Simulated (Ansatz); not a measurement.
This input was run:

```
crystal:
  lattice:
    - [0.0, 4.256613, 0.0]
    - [4.178868, -2.128306, 0.0]
    - [-0.338255, 2.128306, -7.111959]
  atoms:
    - { symbol: Ga, position: [0.1446, 0.75, 0.75] }
    - { symbol: Ga, position: [0.8554, 0.25, 0.25] }
    - { symbol: S, position: [0.5148, 0.3, 0.9794] }
    - { symbol: S, position: [0.1942, 0.2, 0.5206] }
    - { symbol: S, position: [0.4852, 0.7, 0.0206] }
    - { symbol: S, position: [0.8058, 0.8, 0.4794] }
  symmetry: { tolerance: 0.0003 }
kpoints:
  mp_grid: { grid: [6, 6, 6], shift: [0, 0, 0] }
  band_path:
    path:
      - [0.0, 0.0, 0.0]
      - [0.66751627, -0.33375814, 0.33375814]
      - [0.33248373, -0.66624186, 0.66624186]
      - [0.0, -0.5, 0.5]
      - [0.0, 0.0, 0.0]
      - [0.0, -0.5, 0.0]
      - [0.41478978, -0.70739489, 0.20739489]
      - [0.58521022, -0.29260511, -0.20739489]
      - [0.0, 0.0, -0.5]
      - [0.0, 0.0, 0.0]
      - [0.5, -0.5, 0.0]
    npoints: 6
magnetization:
  spin_polarized: false
scf:
  occupations: { method: fermi_dirac }
  lower_state_search: "off"
  max_iter: 200
hamiltonian:
  pseudopotentials: { kind: paw }
  xc: r2scan
basis:
  ecutwfc: 500
  fft_grid_basis: typed
output:
  forces: true
  stress: true
  eigenvalues: true
  bader: true
  populations: true
  elf: true
  write_potential: true
  volumetric_format: npy
  dos:
    e_range: [-12, 8]
    de: 0.05
    projected: { site_lists: { Ga: [Ga], S: [S] } }
checkpoint:
  read: saved_state
```

Predict the main features of the band structure. The path is Γ–C–C2–Y2–Γ–M2–D–D2–A–Γ–L2.

A metal: bands cross the Fermi level along this path. The last band that the electron count would fill rises to 0.35 eV above the Fermi level at M2, leaving holes there, and the next band dips to 0.35 eV below it between D2 and A, holding electrons: an overlap of 0.70 eV. At M2 the nearest levels lie 0.98 eV below and 0.35 eV above the Fermi level.

The structure was built from a prototype or by substitution, so it need not be a known phase. The atoms aren't at rest in this cell (largest force 2.9 eV/Å), so the relaxed material can differ.

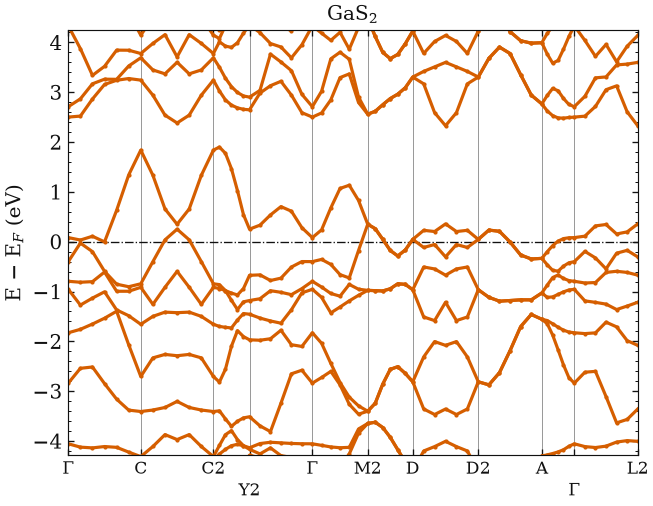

Band structure. Energies are counted from the Fermi level. The path runs straight from each named point to the next. The path has few k points, so lines between them are rough.

Source: calculation with Ansatz.
